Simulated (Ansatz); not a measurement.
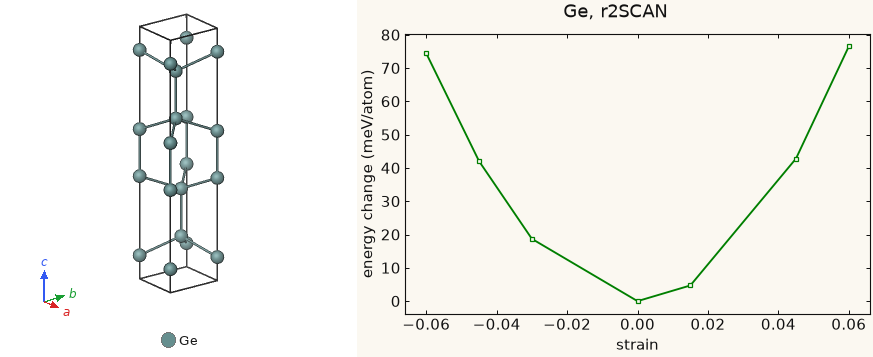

The plot gives the computed energy change against strain for Ge, space group P6_3/mmc (No. 194). The cell is drawn beside the plot.

Structure:
```
CELL_PARAMETERS angstrom
4.00346 0.00000 0.00000
-2.00173 3.46709 0.00000
0.00000 0.00000 13.15265
ATOMIC_POSITIONS crystal
Ge 0.00000 0.00000 0.40684
Ge 0.00000 0.00000 0.59316
Ge 0.00000 0.00000 0.90684
Ge 0.00000 0.00000 0.09316
Ge 0.33333 0.66667 0.34412
Ge 0.66667 0.33333 0.65588
Ge 0.66667 0.33333 0.84412
Ge 0.33333 0.66667 0.15588
```

How it was computed, with Ansatz 0.2.0: homogeneous strain of a crystal along one Voigt pattern with engineering shear, fractional coordinates fixed, by plane-wave density functional theory with PAW datasets, free energies less that of the undisturbed cell, pressure positive in compression; scalar-relativistic. Level: r2SCAN, no spin polarisation.

wave cutoff 500 eV; k mesh 12×12×4; occupations Gaussian; smearing width 0.03 eV; k shift (0, 0, 0) (mesh steps); start relaxed; strain pattern (1, -1, 0, 0, 0, 0) (xx yy zz yz xz xy with engineering shear).

From this curve and the settings, what does the calculation give for the tensile stress summed over the strain pattern, pressure and gap on the k mesh at the same points?

The tensile stress summed over the strain pattern rises from −17.1 GPa at strain −0.060 to 17.9 GPa at 0.060, and changes sign near 0.000. The pressure goes from 1.178 GPa at strain −0.060 to 1.186 GPa at 0.060, not monotonically, with a low of 0.000 GPa at 0.000. The gap on the k mesh is zero at strain −0.060, 0.045 and 0.060 and open elsewhere, at most 0.273 eV at 0.000.

```
strain  tensile stress summed over the strain pattern (GPa)  pressure (GPa)  gap on the k mesh (eV)
-0.060                                                -17.1           1.178                   0.000
-0.045                                                -13.0           0.648                   0.026
-0.030                                                 -8.7           0.285                   0.066
 0.000                                                  0.0           0.000                   0.273
 0.015                                                  4.4           0.072                   0.211
 0.045                                                 13.4           0.666                   0.000
 0.060                                                 17.9           1.186                   0.000
```

Limits of the calculation: narrow smearing for a metal.
